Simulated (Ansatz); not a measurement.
# Exchange couplings and ordering temperature of ferromagnetic CdI2-type MnO2 under isotropic strain from −4 % to +4 %, PBEsol+U (U = 4 eV)

Pulling magnetic atoms apart is usually expected to weaken their exchange, yet in ferromagnetic MnO2 of the CdI2 type the coupling between nearest Mn atoms grows as the crystal expands. The question is how far this goes, and whether the ordering temperature follows. It matters for layered magnets, whose lattice can be stretched or compressed by a substrate or by pressure. We calculate the couplings within the Mn layers and two ordering temperatures with PBEsol and U = 4 eV on Mn, and measure each against the unstrained cell. A positive J favours parallel moments. All lengths scale together, so the bond angles stay fixed and only distances change.

## Systems and settings

One crystal, MnO2 (CdI2-type, P-3m1), in a magnetic cell of 3 atom(s), 1 counted as magnetic (Mn), from cells of the Materials Project database (relaxed there by DFT); atoms are fixed and move with the cell. Ansatz 0.2.0, plane waves with the earlier PAW datasets of its set soft_1, cutoff 420 eV, collinear spins without spin-orbit coupling, Fermi-Dirac smearing of 0.05 eV. The k mesh is 12×12×6 and the sums for the couplings run over 12×12×6. Functional: PBEsol with Dudarev U (eV) Mn 4. Every run keeps the ferromagnetic pattern of signs of the first run. The couplings are taken at constrained moments: the directions are held and the rest of the density and field relaxes in linear response. Runs that did not converge or carry a known fault are not listed.

Notes on method and selection:

- J is defined by E = -sum over ordered pairs (each pair twice) of J e_i.e_j with unit vectors e, a classical Heisenberg model without biquadratic or multi-spin terms, so J > 0 favours parallel moments and the moment's size is inside J.
- All temperatures are for classical unit spins; for spin S a quantum mean-field treatment is higher by (S+1)/S. Mean field neglects fluctuations and lies above the Tyablikov (random-phase) and Monte Carlo values.
- The ferromagnetic pattern was chosen from a few collinear starts in the unstrained cell, was not compared with other patterns in the strained cells, and need not be the true ground state; spin-orbit coupling is left out.
- The mean-field temperature is left blank where it belongs to another wavevector than in the first run.
- Ansatz's own search for a lower self-consistent state was switched off in these runs, so a run may rest in a state that is not the lowest for its pattern of moments.
- Where several measured values exist, one near their median is shown, and none where they scatter widely or belong to another phase or kind of order.
- The shells shown are the strongest of the first run whose pairs agree within a shell.
- For crystals with 4f or 5f elements only couplings at constrained moments are used, since rigid ones can be several times too large.
- Runs that did not converge, have known faults or may not be shown are not listed, and runs on Ansatz's PAW sets soft_1 and soft_2 are kept to separate tables.

Columns:

- strain (%): isotropic strain (all lengths scaled alike), change of length against the unstrained cell.
- moment (μB): largest spin moment inside an atomic sphere.
- pair length (Å): mean length of the pairs that lie 2.86 Å apart in the first cell.
- gap on mesh (eV): band gap on the run's k mesh by the count of bands (negative: bands overlap, a metal).
- Tyablikov T (K): Tyablikov (random-phase) ordering temperature from the same couplings.
- J at 2.86 Å (meV): mean J of the Mn–Mn pairs that lie 2.86 Å apart in the first cell (6 such neighbours an atom).
- J at 5.71 Å (meV): mean J of the Mn–Mn pairs that lie 5.71 Å apart in the first cell (6 such neighbours an atom).
- mean-field T (K): mean-field ordering temperature, 2/(3 kB) times the largest J(q) over wavevectors and sublattice modes.

Input lines of one member:

```
magnetization:
  spin_polarized: true
kpoints:
  mp_grid: { grid: [12, 12, 6] }
  band_path:
    path:
      - [0.0, 0.0, 0.0]
      - [0.5, 0.0, 0.0]
      - [0.3333333333, 0.3333333333, 0.0]
      - [0.0, 0.0, 0.0]
      - [0.0, 0.0, 0.5]
      - [0.5, 0.0, 0.5]
      - [0.3333333333, 0.3333333333, 0.5]
    npoints: 11
hamiltonian:
  xc: pbesol
  hubbard:
    sites: [{ species: Mn, l: d, u_eff: 4.0, starting_ns: occupation_matrices }]
  pseudopotentials: { kind: paw, azcp: { folder: soft_1 }, xc_functional: pbe }
scf:
  occupations: { method: fermi_dirac, width: 0.05 }
  lower_state_search: "off"
output:
  write_bands: true
  eigenstates:
    nscf_kmesh: { grid: [12, 12, 6] }
    top_band: c28
    exchange_couplings: { magnetic: [{ species: Mn }] }
```

Command (options for logging and memory left out): `ansatz run input.yaml`

## The series

| member | strain (%) | moment (μB) | pair length (Å) | gap on mesh (eV) | Tyablikov T (K) | J at 2.86 Å (meV) | J at 5.71 Å (meV) | mean-field T (K) |
| --- | --- | --- | --- | --- | --- | --- | --- | --- |
| −4 % | −4 | 2.55 | 2.742 | 2.35 | 29 | 3.86 | −0.933 | 143 |
| −2 % | −2 | 2.65 | 2.799 | 2.14 | 88 | 5.57 | −0.774 | 231 |
| −1 % | −1 | ? | 2.828 | 2.03 | ? | ? | ? | ? |
| +0 % | 0 | 2.76 | 2.857 | 1.88 | 132 | 7.11 | −0.645 | 311 |
| +1 % | 1 | 2.82 | 2.885 | 1.70 | 153 | 7.89 | −0.592 | 350 |
| +2 % | 2 | ? | 2.914 | 1.53 | ? | ? | ? | ? |
| +4 % | 4 | 3.02 | 2.971 | 1.20 | 220 | 10.47 | −0.469 | 480 |

Cells marked ? are withheld until the estimate has been made.

## Why the values move as they do

Among the members shown, the nearest-neighbour J rises at every step of expansion, from 3.86 meV at −4 % to 10.47 meV at +4 %, on average (10.47 − 3.86) / 8 = 0.83 meV per % of strain. The larger moment explains little of this: its square grows by a factor of (3.02 / 2.55)² = 1.40, J by a factor of 10.47 / 3.86 = 2.71.

The likely cause is a competition between two exchange paths. Mn⁴⁺ has three t2g electrons, and in edge-sharing octahedra the t2g orbitals of neighbouring Mn atoms point at each other. Their direct overlap favours antiparallel moments and fades quickly with distance. The path through oxygen at nearly 90° favours parallel moments and is left in command. Fading overlap alone would make J level off on expansion, which it does not do up to +4 %. A smaller splitting between t2g and eg levels, which would strengthen the ferromagnetic path, may contribute; the falling gap is compatible with that.

The coupling at 5.71 Å is antiferromagnetic and halves in size, from −0.933 to −0.469 meV. Both changes therefore help ferromagnetism. With six neighbours in each shell and kB = 0.08617 meV/K, so that 2/(3 kB) is 2 / (3 × 0.08617) = 7.74 K/meV, the two shells give 7.74 × 6 × (7.11 − 0.645) = 300 K in the unstrained cell, against the full mean-field value of 311 K.

The Tyablikov temperature falls faster in proportion on compression, to 29 K at −4 %, where it is only 29 / 143 = 0.20 of the mean-field value, against 220 / 480 = 0.46 at +4 %. Long-wave spin waves weight each coupling by distance squared, so within the layer these two shells contribute J(2.86 Å) + 4 J(5.71 Å). This is 3.86 − 4 × 0.933 = 0.13 meV at −4 % and 7.11 − 4 × 0.645 = 4.53 meV without strain. The moments turn most easily from layer to layer, so weak coupling across the layers also holds this temperature down.

## Prediction

Plain estimates from the members shown:

- +2 %, straight-line interpolation between +1 % and +4 %: w = (2 − 1) / (4 − 1) = 0.333, so 7.89 + 0.333 × (10.47 − 7.89) = 8.75 meV
- −1 %, straight-line interpolation between −2 % and +0 %: w = (−1 − (−2)) / (0 − (−2)) = 0.500, so 5.57 + 0.500 × (7.11 − 5.57) = 6.34 meV

Both withheld members lie between calculated neighbours, and their gaps, 1.53 eV at +2 % and 2.03 eV at −1 %, fit smoothly between those of the adjacent rows. Nothing there suggests a change of electronic state, so we interpolate J and correct the straight line for curvature, using a parabola through three nearby members.

For +2 % we use 0, +1 and +4 %. The slope rises from 0.78 to 0.86 meV per %, which gives a curvature term of (0.86 − 0.78) / 4 = 0.02. The shift from the straight line is 0.02 × (2 − 1) × (2 − 4) = −0.04, hence 8.75 − 0.04 = 8.71 meV.

For −1 % we use −2, 0 and +1 %. The slopes are 0.77 and 0.78, the curvature term is 0.01 / 3 = 0.003, and the shift is 0.003 × 1 × (−1) = −0.003. The straight-line value of 6.34 meV stands.

Two shown members test the route. At +1 %, the straight line between 0 and +4 % has a slope of (10.47 − 7.11) / 4 = 0.84 meV per % and gives 7.11 + 0.84 = 7.95 meV, and a parabola through −2, 0 and +4 % gives 7.95 − 3 × (0.84 − 0.77) / 6 = 7.92 meV, against 7.89 calculated. At 0 %, the straight line between −2 and +1 % gives 5.57 + 2 × (7.89 − 5.57) / 3 = 7.12 meV, and a parabola through −2, +1 and +4 % gives 7.12 − 2 × (0.86 − 0.77) / 6 = 7.09 meV, against 7.11. From these misses of 0.02 to 0.03 meV we take an error of 0.03 meV at +2 % and 0.02 meV at −1 %, where the neighbours are closer.

**Committed estimate, +2 %: J at 2.86 Å = 8.71 ± 0.03 meV.**  
**Committed estimate, −1 %: J at 2.86 Å = 6.34 ± 0.02 meV.**

## Check

| member | strain (%) | moment (μB) | pair length (Å) | gap on mesh (eV) | Tyablikov T (K) | J at 2.86 Å (meV) | J at 5.71 Å (meV) | mean-field T (K) |
| --- | --- | --- | --- | --- | --- | --- | --- | --- |
| −1 % | −1 | 2.70 | 2.828 | 2.03 | 111 | 6.34 | −0.706 | 271 |
| +2 % | 2 | 2.89 | 2.914 | 1.53 | 175 | 8.71 | −0.546 | 392 |

| member | estimate | J at 2.86 Å (meV) | computed | estimate − computed | miss in error bars |
| --- | --- | --- | --- | --- | --- |
| +2 % | committed | 8.71 | 8.71 | 0.00 | 0.0 |
| +2 % | interpolation | 8.75 | 8.71 | +0.04 |  |
| −1 % | committed | 6.34 | 6.34 | 0.00 | 0.0 |
| −1 % | interpolation | 6.34 | 6.34 | 0.00 |  |

J at 2.86 Å (meV) against strain (%):

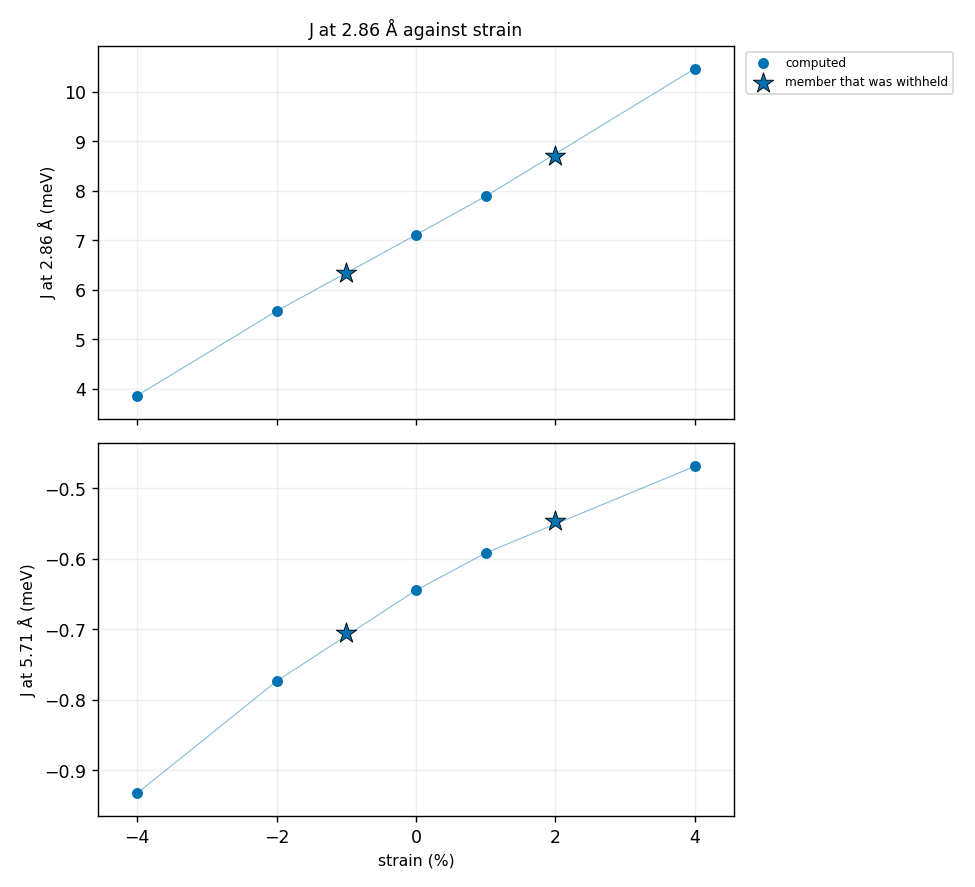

Both estimates agree with the computed couplings to the last printed digit, 8.71 meV at +2 % and 6.34 meV at −1 %, well inside their error bars. At +2 % the curvature correction removed the 0.04 meV by which the straight line was too high. At −1 % it was negligible, and the straight line did equally well. The misses of 0.02 to 0.03 meV in the earlier tests remain the fairer measure of the route.

Agreement of this kind confirms a smooth curve, not a mechanism. The full set of slopes says more: 0.86 meV per % between −4 and −2 %, 0.77 between −1 and 0 %, and 0.88 between +2 and +4 %. A slope that first falls and then rises fits two contributions, an antiferromagnetic direct overlap that fades on expansion and a ferromagnetic path through oxygen that strengthens. The oxygen moments, not tabled here, are compatible with the second: they point against those of Mn and grow steadily as the crystal expands. This is expected when oxygen lends more majority-spin charge to the empty eg orbitals of Mn.

## Outliers

No member stands out in the nearest-neighbour J. A straight line fitted to all seven rows has a slope of 0.816 meV per % of strain and passes at zero strain through their mean, (3.86 + 5.57 + 6.34 + 7.11 + 7.89 + 8.71 + 10.47) / 7 = 7.14 meV. It misses none by more than about 0.07 meV, and these small departures follow the change of slope described above.

In the Tyablikov temperature the −4 % member lies low. Continuing the slope between −2 and −1 %, 111 − 88 = 23 K per %, would give 88 − 2 × 23 = 42 K, and the computed value is 29 K. The likeliest reason is the near-cancellation of the two tabled couplings for long spin waves within the layer, where 0.13 meV is left of 4.53 meV in the unstrained cell. Turning the moments from layer to layer also becomes easier under compression. Soft spin waves lower the Tyablikov temperature strongly, while the mean-field value, which depends on the plain sum of the couplings, falls only a little below its own continued slope: 231 − 2 × (271 − 231) = 151 K, against 143 K computed.

## Rules of thumb and their limits

From −4 to +4 %, expansion strengthens the ferromagnetic nearest-neighbour coupling and weakens the antiferromagnetic one at 5.71 Å. A further member inside this range can be estimated from its two neighbours by a straight line to within about 0.06 meV. The largest miss is at −2 %, where the rows at −4 and −1 % give 3.86 + 2 × (6.34 − 3.86) / 3 = 5.51 meV against 5.57 computed.

Near the unstrained cell, 1 % of expansion raises the mean-field temperature by (350 − 271) / 2 = 40 K and the Tyablikov temperature by (153 − 111) / 2 = 21 K.

The absolute temperatures are much less certain. For the spin 3/2 of Mn⁴⁺, a quantum mean-field treatment multiplies the classical value by 5/3, which without strain gives 311 × 5 / 3 = 518 K. The increase, 518 − 311 = 207 K, is about as large as the rise of the classical value from −1 to +4 %, 480 − 271 = 209 K. The choice of U also changes the temperatures strongly.

[Logs are printed without paths, hosts, clocks, repeated set-up lines and the standing remarks that a program may print on its own settings, such as how far it seeks lower states.]
